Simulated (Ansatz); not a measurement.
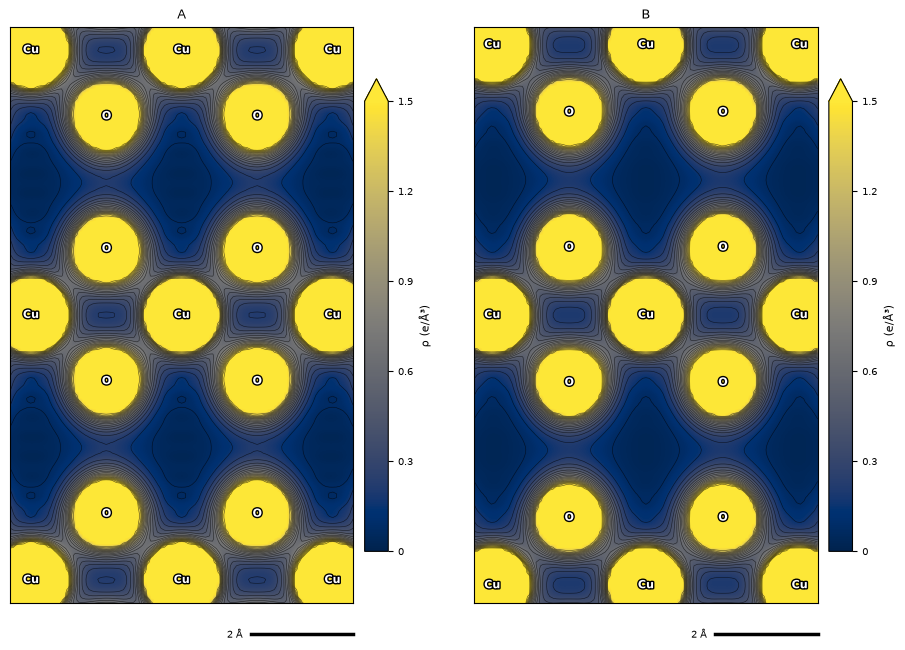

CuO. The valence electron density of two cells that differ in size, on the (100) plane of each (indices in the axes of the calculation cell), at one length scale and on one colour scale: B has 11.7 Å³ an atom and A 11.1.

Level of theory: Ansatz, Kohn-Sham DFT of a periodic cell, PBE, Ansatz PAW.

Core electrons are frozen (PAW), and the valence fields are smoothed inside the atomic spheres.

What does the compression do to the bonding and the properties?

From the larger cell to the smaller, Cu–O goes from 1.99 to 1.95 Å, and the density at its midpoint from 0.59 to 0.64 e/Å³; the pressure goes from −7 to 1.2 GPa.
